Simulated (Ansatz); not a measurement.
Read the following structure.

Space group F-43m (No. 216). a = 5.452 Å, b = 5.452 Å, c = 5.452 Å, α = 90.00°, β = 90.00°, γ = 90.00°
| atom | site | symmetry | x | y | z |
| --- | --- | --- | --- | --- | --- |
| Ga | 4a | -43m | 0.0000 | 0.0000 | 0.0000 |
| P | 4c | -43m | 0.2500 | 0.7500 | 0.7500 |

**What would you see if this were drawn?**

The stoichiometry is GaP. Its lattice is face-centred cubic, its space group F-43m (No. 216). The structure is of the kind named zinc blende (sphalerite type). In the cell are 4 Ga, 4 P, which makes 4 formula units. The neighbours of Ga are four P in a tetrahedral arrangement at 2.36 Å. Each P atom is coordinated by four Ga in a tetrahedral arrangement at 2.36 Å. The bonds build a three-dimensional framework.

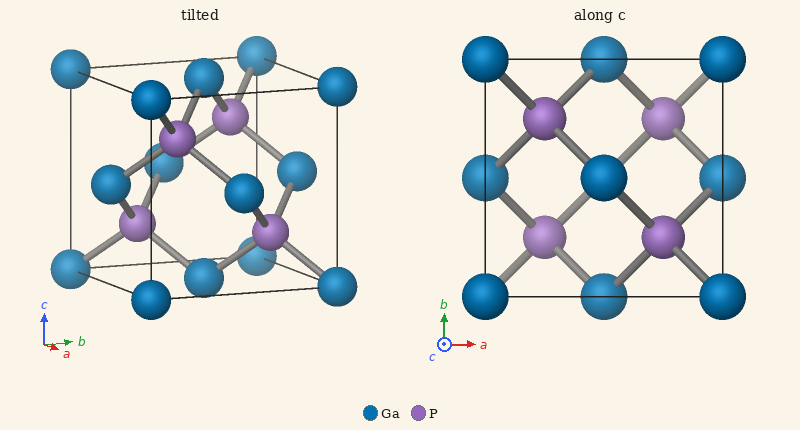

Structure drawing (ball-and-stick), viewed slightly off an axis and along the c axis. Lines trace the edges of the conventional unit cell.

The cell started as a structure listed in the Materials Project. The geometry was optimised with DFT r2SCAN, scalar-relativistic, plane waves, PAW in Ansatz.
